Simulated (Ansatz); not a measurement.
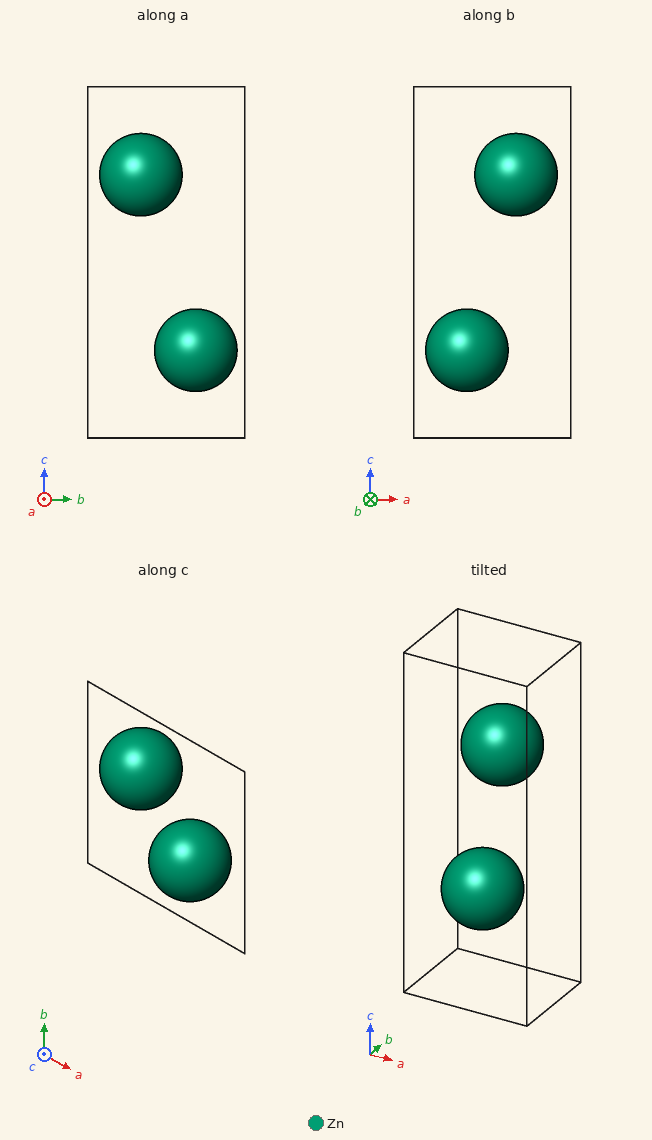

Crystal structure, spheres-only style, seen along the a axis, along the b axis, along the c axis and slightly off an axis. Atoms at the boundary of the unit cell (the box) are drawn once for each face, edge or corner they touch.

Lattice parameters: a = 2.635 Å, b = 2.635 Å, c = 5.093 Å, α = 90.00°, β = 90.00°, γ = 120.00°. Put a along x and b in the xy plane.

> Record the structure as a POSCAR file, with free fractional coordinates to two decimals.

```
Zn
1.0
     2.635    0.000    0.000
    -1.318    2.282    0.000
     0.000    0.000    5.093
Zn
2
Direct
  0.34 0.69 0.25
  0.65 0.34 0.75
```

The starting point was a structure type filled with this element by a generator (whether the element takes this form wasn't checked). The cell was then strained or its atoms displaced on purpose. It went into a calculation with Ansatz.
